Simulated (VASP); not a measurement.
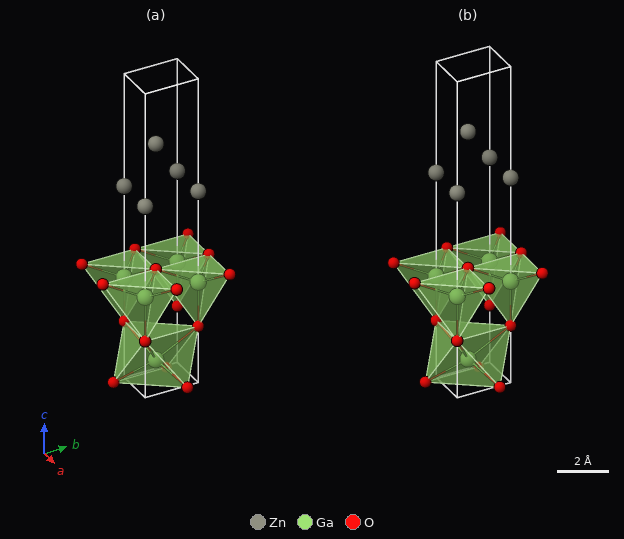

The structure of a crystal of Zn₂Ga₂O₃ (a generated structure, set up in P3m1) before (left) and after (right) a relaxation, at one scale.

The picture is a polyhedral view of the cell of the calculation, seen slightly off an axis.

The run lets cell and atoms move.

All numbers below come from VASP 6.6.1, Kohn-Sham DFT of a periodic cell, PBE, VASP PAW PBE potentials, recommended.

The input:
```
PREC = Accurate
ENCUT = 520
EDIFF = 1E-6
ISMEAR = 0
SIGMA = 0.1
LREAL = False
LASPH = True
NELM = 120
ALGO = Normal
ISIF = 3
LWAVE = False
LCHARG = False
GGA = PE
IBRION = 2
NSW = 90
EDIFFG = -0.01
KPAR = 4
```

Launched with:
```bash
cat potpaw_PBE.64/Zn/POTCAR potpaw_PBE.64/Ga_d/POTCAR potpaw_PBE.64/O/POTCAR > POTCAR
mpirun -np 4 vasp_std > vasp.out
```

**Describe what moved and what it gained.**

The run was cut off at its time limit before the relaxation converged, so the last structure is only a point on the way. The energy falls by 4.8 meV per atom in 39 geometry steps. The largest force component goes from 0.31 to 0.12 eV/Å. The pressure goes from 1.29 to −0.51 GPa. The largest move relative to the cell is that of a Zn atom, 0.24 Å along +c. Largest moves by element: Zn 0.24 Å, O 0.14 Å, Ga 0.13 Å. The drawn cell changes as follows: a = b 3.044 → 3.059 Å (+0.5 %), c 12.590 → 13.095 Å (+4.0 %); the volume changes by +5.0 %. Among the contacts that change: Ga–O 1.881 → 1.894 Å, Ga–O 1.826 → 1.839 Å, Ga–O 1.933 → 1.946 Å. The space group stays P3m1 (No. 156).

Limits of the set-up: layers or molecules are held without a dispersion correction, so their spacing is unreliable.
